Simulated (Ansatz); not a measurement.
```cif
data_structure
_symmetry_space_group_name_H-M 'P 1'
_symmetry_Int_Tables_number 1
_cell_length_a 9.4738
_cell_length_b 9.4738
_cell_length_c 9.4738
_cell_angle_alpha 109.471
_cell_angle_beta 109.471
_cell_angle_gamma 109.471
_cell_volume 654.55
loop_
_atom_site_label
_atom_site_type_symbol
_atom_site_fract_x
_atom_site_fract_y
_atom_site_fract_z
_atom_site_occupancy
Si1 Si 0.24291 0.74804 0.74533 1
Si2 Si 0.00682 0.00537 0.78749 1
Si3 Si 0.49765 0.74453 0.49767 1
Si4 Si 0.74907 0.24768 0.74938 1
Si5 Si 0.24935 0.99931 0.51128 1
Si6 Si 0.49804 0.49835 0.74600 1
Si7 Si 0.99996 0.24684 0.50229 1
Si8 Si 0.75201 0.75233 0.25395 1
Si9 Si 0.49756 0.00268 0.25461 1
Si10 Si 0.73803 0.48801 0.48867 1
Si11 Si 0.99916 0.75342 0.99998 1
Si12 Si 0.21932 0.21787 0.21246 1
Si13 Si 0.99967 0.49829 0.25057 1
Si14 Si 0.73782 0.99878 0.99998 1
Si15 Si 0.50164 0.25396 0.99998 1
Si16 Si 0.25133 0.52373 0.99997 1
Si17 Si 0.24927 0.50222 0.74492 1
Si18 Si 0.98619 0.73163 0.73668 1
Si19 Si 0.48765 0.48661 0.48611 1
Si20 Si 0.74508 0.99740 0.75167 1
Si21 Si 0.24971 0.74741 0.49950 1
Si22 Si 0.50163 0.25140 0.75070 1
Si23 Si 0.00152 0.00049 0.51384 1
Si24 Si 0.75091 0.50067 0.24926 1
Si25 Si 0.50432 0.75727 0.25503 1
Si26 Si 0.75019 0.24789 0.50045 1
Si27 Si 0.99486 0.50011 0.99997 1
Si28 Si 0.24951 0.99494 0.26328 1
Si29 Si 0.99339 0.24571 0.24828 1
Si30 Si 0.74861 0.75198 0.99998 1
Si31 Si 0.48787 0.99871 0.99997 1
Si32 Si 0.26694 0.28612 0.99998 1
O1 O 0.10250 0.02706 0.99998 1
```

Method: DFT PBE, scalar-relativistic, plane waves, PAW in Ansatz 0.2.0.

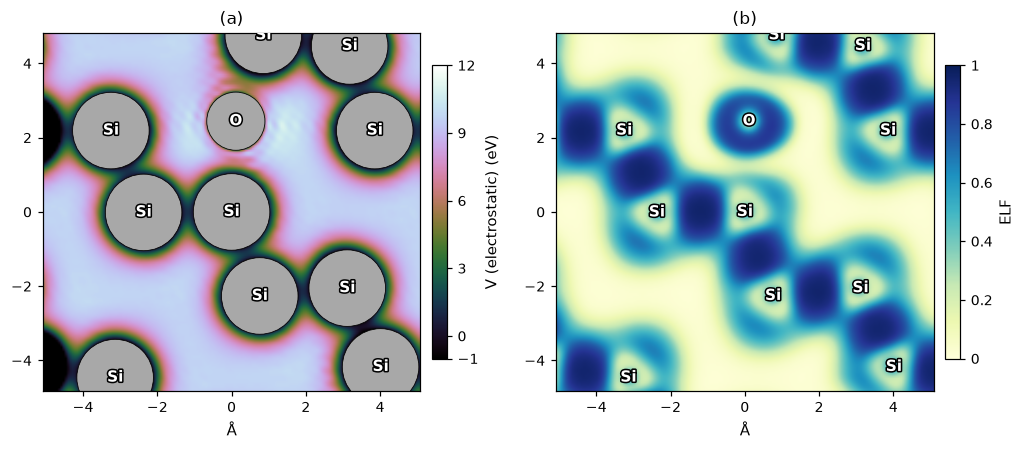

Si₃₂O (cell with a defect). (a) electrostatic potential (local pseudopotential plus Hartree) felt by an electron; (b) electron localisation function on the (001) plane of the calculation cell. Grey discs cover the atomic cores in the potential map.

In a PAW calculation such maps are meaningful between the atoms, not at the nuclei.

> Interpret the plot.

- The section cuts through Si and O sites.
- Si–Si (2.30 Å): the ELF peaks at about 0.95 between the atoms; localised, covalent bonding.
- Si–Si (2.37 Å): the ELF peaks at about 0.95 between the atoms (a shared electron pair).
- Si–Si (2.39 Å): the ELF peaks at about 0.95 between the atoms: a covalent bond.
- The ELF also peaks beside O, away from the bonds: lone-pair regions.
- Outside the cores the potential energy rises away from the atoms and is highest about 1.2 Å from the nearest atoms; its zero is arbitrary.
